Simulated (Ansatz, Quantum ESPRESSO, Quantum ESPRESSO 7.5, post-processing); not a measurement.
# The basal face of Co: relaxation and work function

Aim: the work function of the relaxed basal face of Co, and how far the functional matters.

Program: Quantum ESPRESSO 7.5. Level of theory: plane-wave DFT, PBE, GBRV ultrasoft pseudopotentials (geometry and cross-check by Ansatz 0.2.0 with PAW datasets; geometry under PBE). Results are calculated unless marked as measured.

Experimental background.

For Co (polycrystalline sample, no single face), “Anisotropic work function of elemental crystals” (2019, arxiv:1902.07811) quotes earlier work: work function, loosely compared (polycrystalline sample, no single face) 5 eV.

Report form: the programs' logs are mostly left out.

## (1) Starting point

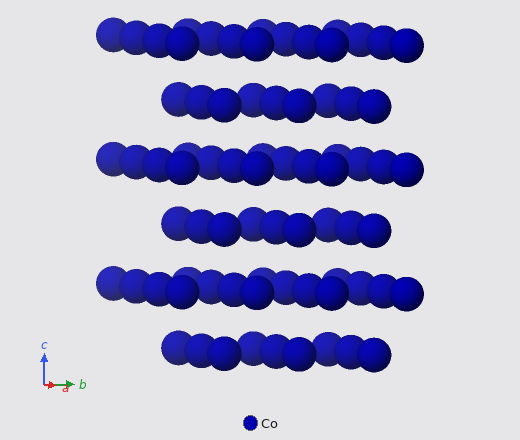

The cell as given, from the side, with the c axis up (cobalt blue). 3×3×1 cells are drawn. Some periodic images of atoms are drawn too.

The cell holds 6 atoms: 6 Co. Cell: a = 2.510 Å, b = 2.510 Å, c = 26.178 Å, α = 90.0°, β = 90.0°, γ = 60.0°. It derives from Co. Vacuum lies along c.

Structure file:

```cif
data_structure
_symmetry_space_group_name_H-M 'P 1'
_symmetry_Int_Tables_number 1
_cell_length_a 2.5100
_cell_length_b 2.5100
_cell_length_c 26.1780
_cell_angle_alpha 90.000
_cell_angle_beta 90.000
_cell_angle_gamma 60.000
_cell_volume 142.83
loop_
_atom_site_label
_atom_site_type_symbol
_atom_site_fract_x
_atom_site_fract_y
_atom_site_fract_z
_atom_site_occupancy
Co1 Co 0.66667 0.66667 0.30560 1
Co2 Co 0.00000 0.00000 0.38336 1
Co3 Co 0.66667 0.66667 0.46112 1
Co4 Co 0.00000 0.00000 0.53888 1
Co5 Co 0.66667 0.66667 0.61664 1
Co6 Co 0.00000 0.00000 0.69440 1
```

## (2) Relaxation with Ansatz of (0001)

The geometry comes first, from a plane-wave PAW code, so that the later runs on this slab share one structure.

File input.yaml:

```yaml
crystal:
  lattice:
    - [2.51, 0.0, 0.0]
    - [1.255, 2.1737237635, 0.0]
    - [0.0, 0.0, 26.17805]
  atoms:
    - { symbol: Co, position: [0.6666666667, 0.6666666667, 0.3055995385], spin: 1.7 }
    - { symbol: Co, position: [0.0, 0.0, 0.3833597231], spin: 1.7 }
    - { symbol: Co, position: [0.6666666667, 0.6666666667, 0.4611199077], spin: 1.7 }
    - { symbol: Co, position: [0.0, 0.0, 0.5388800923], spin: 1.7 }
    - { symbol: Co, position: [0.6666666667, 0.6666666667, 0.6166402769], spin: 1.7 }
    - { symbol: Co, position: [0.0, 0.0, 0.6944004615], spin: 1.7 }
magnetization:
  spin_polarized: true
kpoints:
  mp_grid: { grid: [12, 12, 1] }
hamiltonian:
  xc: pbe
scf:
  occupations: { method: fermi_dirac, width: 0.1 }
  convergence: { dr2_threshold: 1.0e-08 }
efield:
  axis: 3
  dipole_correction: true
  ramp_position: 0.97
  ramp_width: 0.04
relax:
  f_tol: 0.01
  constraints: [{ sites: [2, 3] }]
output:
  write_potential: true
  write_density: true
  volumetric_format: npy
```

Launch:

```
$ ansatz run input.yaml --threads 4 --pin off --max-ram 8192MiB --backend cpu --events-out ev --progress --plain --runs-dir out
```

Wall time 49 s (4 threads of Arm Neoverse V2, shared host); peak memory 0.67 GiB; 3.1 min of CPU time.

Step by step:

```
step  energy less that of the first step (eV)  largest force component (eV/Å)
   1                                   0.0000                          0.4570
   2                                  -0.0280                          0.2836
   3                                  -0.0423                          0.0517
   4                                  -0.0427                          0.0002
```

Forces are held to the 6 operations that the run works with; a distortion that breaks them can't arise in this run.

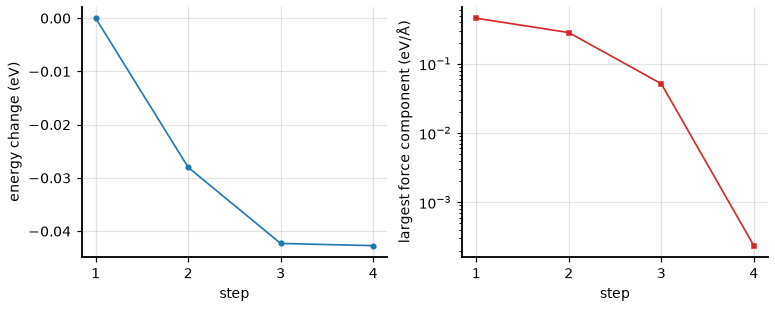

Energy and largest force along the relaxation.

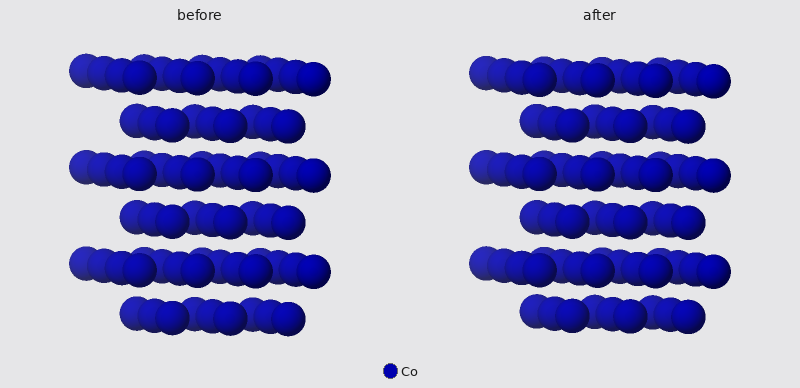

Before and after, at one scale.

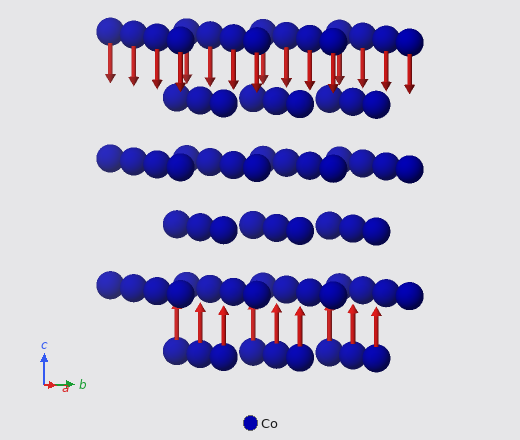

Displacements in the relaxation, exaggerated; the longest in the cell stands for 0.09 Å. 3×3×1 cells are drawn. Some periodic images of atoms are drawn too.

The atoms that moved most (Å):

```
atom     dx     dy      dz  length
 Co6  0.000  0.000  -0.090   0.090
 Co1  0.000  0.000   0.090   0.090
```

The relaxation lowers the energy by 7 meV an atom. Held were the atoms numbered 3 and 4; the forces quoted are those on the free ones.

Read from the output:

* free energy: -30755.5241 eV
* energy at zero smearing: -30755.4261 eV
* smearing term TS: 0.1960 eV
* Fermi energy: 5.946 eV
* magnetization: 10.05 μB
* absolute magnetization: 11.05 μB
* site moments: 1.787, 1.738, 1.713, 1.713, 1.738, 1.787 μB
* symmetry operations: 6
* work function of the upper face: 4.909 eV
* work function of the lower face: 4.909 eV
* dipole along the normal: 3.77e-6 e·Å

## (3) Ground state of (0001), PBE

Both faces of the slab are alike, so a plain periodic cell serves and symmetry is kept.

Level of this step: plane-wave DFT, PBE, GBRV ultrasoft pseudopotentials (Quantum ESPRESSO 7.5).

File 0001.pbe.in:

```
&control
  prefix = '0001.pbe'
  outdir = './out'
  pseudo_dir = './pseudo'
  calculation = 'scf'
  tprnfor = .true.
/
&system
  ibrav = 0
  nat = 6
  ntyp = 1
  ecutwfc = 40
  ecutrho = 200
  occupations = 'smearing'
  smearing = 'mv'
  degauss = 0.02
  nspin = 2
  starting_magnetization(1) = 0.28
/
&electrons
  conv_thr = 1e-07
  mixing_beta = 0.4
  electron_maxstep = 120
  mixing_mode = 'local-TF'
/
ATOMIC_SPECIES
  Co  58.9332  co_pbe_v1.2.uspp.F.UPF
CELL_PARAMETERS angstrom
  2.51000000000061 0.00000000000000 0.00000000000000
  1.25500000000031 2.17372376349947 0.00000000000000
  0.00000000000000 0.00000000000000 26.17805000000000
ATOMIC_POSITIONS crystal
  Co  0.666666666667 0.666666666667 0.309030535238
  Co  -0.000000000000 0.000000000000 0.383480344179
  Co  0.666666666667 0.666666666667 0.461119907700
  Co  0.000000000000 0.000000000000 0.538880092300
  Co  0.666666666667 0.666666666667 0.616519651331
  Co  0.000000000000 -0.000000000000 0.690969456507
K_POINTS automatic
  12 12 1 0 0 0
```

Launch:

```
$ OMP_NUM_THREADS=1 mpirun -n 4 pw.x -nk 4 -in 0001.pbe.in > 0001.pbe.out
```

The job ended after 95 s (4 MPI ranks; peak memory 0.61 GiB).

Numbers from this step:

| Item | Value |
| --- | --- |
| free energy | -24365.4146 eV |
| Fermi energy | 5.840 eV |
| magnetization | 10.25 μB |
| absolute magnetization | 11.39 μB |
| site moments | 1.832, 1.779, 1.765, 1.765, 1.779, 1.832 μB |

## (4) Electrostatic potential of (0001)

plot_num = 11 writes the bare and Hartree potential. It leaves out exchange and correlation, which fade slowly, so it flattens close to the surface.

File 0001.pbe.pot.in:

```
&inputpp
  prefix = '0001.pbe'
  outdir = './out'
  filplot = '0001.pbe.pot.dat'
  plot_num = 11
/
```

Launch:

```
$ OMP_NUM_THREADS=1 mpirun -n 4 pp.x -in 0001.pbe.pot.in > 0001.pbe.pot.out
```

Wall time 0.77 s (4 MPI ranks); peak memory 0.09 GiB; 2.7 s of CPU time.

Numbers from this step:

```
work function of the upper face                                       : 4.929 eV
slope of the potential above                                          : 3.36e-4 eV/Å
upper vacuum line continued to the top atoms, over the Fermi level    : 4.928 eV
work function of the lower face                                       : 4.929 eV
slope of the potential below                                          : -2.24e-4 eV/Å
lower vacuum line continued to the bottom atoms, over the Fermi level : 4.928 eV
```

The potential energy, planar mean oscillates, so the rows of the table below give means over windows of 1.98 Å about each position, cut where the curve ends. Its maxima inside the range that stand out by 2 % of the span (Å: eV): 9.1: -1.41, 11.1: -0.714, 13.1: -0.721, 15.1: -0.714, 17.1: -1.41. Its minima: 8.1: -26.3, 10.0: -26.6, 12.1: -26.6, 14.1: -26.6, 16.2: -26.6, 18.0: -26.3.

Electrostatic potential energy of an electron; zero at the Fermi level. Table of potential energy, planar mean by z; means over each step:

```csv
z (Å),"potential energy, planar mean (eV)"
0.99,4.93
2.97,4.93
4.95,4.88
6.93,-1.53
8.91,-12.5
10.89,-11.4
12.87,-11.4
14.85,-11.5
16.83,-12.5
18.81,-7.99
20.79,4.80
22.77,4.93
24.75,4.93
```

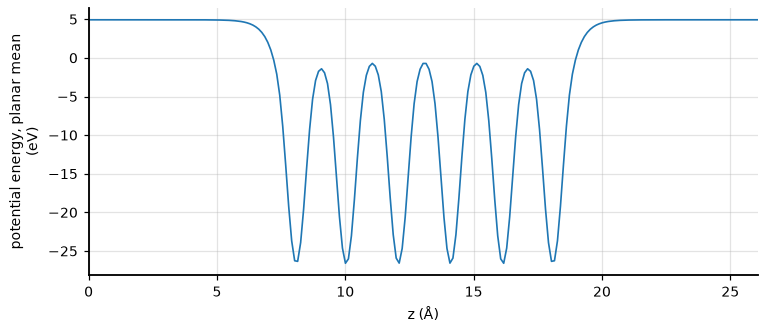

Potential energy, planar mean, plotted against z.

## (5) Ground state of (0001), LDA

The same atoms under a second functional.

Level of this step: plane-wave DFT, LDA, GBRV ultrasoft pseudopotentials (Quantum ESPRESSO 7.5).

0001.lda.in, as its differences from the input of step 3:

```diff
@@ -1,3 +1,3 @@
 &control
-  prefix = '0001.pbe'
+  prefix = '0001.lda'
   outdir = './out'
@@ -26,3 +26,3 @@
 ATOMIC_SPECIES
-  Co  58.9332  co_pbe_v1.2.uspp.F.UPF
+  Co  58.9332  co_lda_v1.2.uspp.F.UPF
 CELL_PARAMETERS angstrom
```

Launch:

```
$ OMP_NUM_THREADS=1 mpirun -n 4 pw.x -nk 4 -in 0001.lda.in > 0001.lda.out
```

Elapsed: 94 s, on 4 MPI ranks; peak memory 0.61 GiB.

Numbers from this step:

| Quantity | Value |
| --- | --- |
| free energy | -24352.6860 eV |
| Fermi energy | 5.442 eV |
| magnetization | 10.06 μB |
| absolute magnetization | 10.86 μB |
| site moments | 1.774, 1.724, 1.704, 1.704, 1.724, 1.774 μB |

## (6) Electrostatic potential of (0001)

File 0001.lda.pot.in:

```
&inputpp
  prefix = '0001.lda'
  outdir = './out'
  filplot = '0001.lda.pot.dat'
  plot_num = 11
/
```

Launch:

```
$ OMP_NUM_THREADS=1 mpirun -n 4 pp.x -in 0001.lda.pot.in > 0001.lda.pot.out
```

The job ended after 0.75 s (4 MPI ranks; peak memory 0.1 GiB; 2.7 s of CPU time).

Read from the output:

| Property | Result |
| --- | --- |
| work function of the upper face | 5.264 eV |
| slope of the potential above | 2.24e-4 eV/Å |
| upper vacuum line continued to the top atoms, over the Fermi level | 5.263 eV |
| work function of the lower face | 5.264 eV |
| slope of the potential below | -1.46e-4 eV/Å |
| lower vacuum line continued to the bottom atoms, over the Fermi level | 5.263 eV |

On (0001) the work function under LDA lies +0.33 eV from PBE's.

## (7) The series side by side

All levels:

```
      level  work function (eV)  Ansatz, PBE (eV)  CPU time (s)
(0001), PBE               4.929             4.909         379.9
(0001), LDA               5.264                 -         376.4
```

## (8) By hand

For (0001) under PBE, on the run's own zero: φ = 10.769 − (5.840) = 4.929 eV.

## (9) What came out

| Item | Value |
| --- | --- |
| work function of (0001), PBE | 4.93 eV |
| work function of (0001), LDA | 5.26 eV |

Under PBE the work function is 4.93 eV on (0001). LDA lies +0.33 eV from PBE on the same atoms. The top two spacings change by -4.3 and -0.2 % on (0001). Ansatz, with Fermi-Dirac smearing and its own datasets, agrees within 0.02 eV under PBE. The slabs are thin and unreconstructed, at the tabulated lattice constant; thickness and mesh leave some 0.05 to 0.1 eV open.

Computed beside measured:

| quantity | measured | (0001), PBE |
| --- | --- | --- |
| work function, loosely compared (polycrystalline sample, no single face) (eV) | 5 | 4.93 (-0.07 eV) |

Measured values from arxiv:1902.07811 (2019).

**Verdict.** The work function, set beside that of the polycrystal, is off by -0.07 eV. A polycrystal averages over faces, so this is a loose comparison.

[Logs are printed without paths, hosts, clocks, repeated set-up lines and the standing remarks that a program may print on its own settings, such as how far it seeks lower states.]

[Hosts, paths, dates, database ids (printed as entryN), source tags and the programs' standing remarks are cut or masked in the printed files.]

[Maps of the electrostatic potential energy from Ansatz leave out the sawtooth potential of an applied field or a dipole correction, so their vacuum need not be flat; planar profiles and work functions include it.]
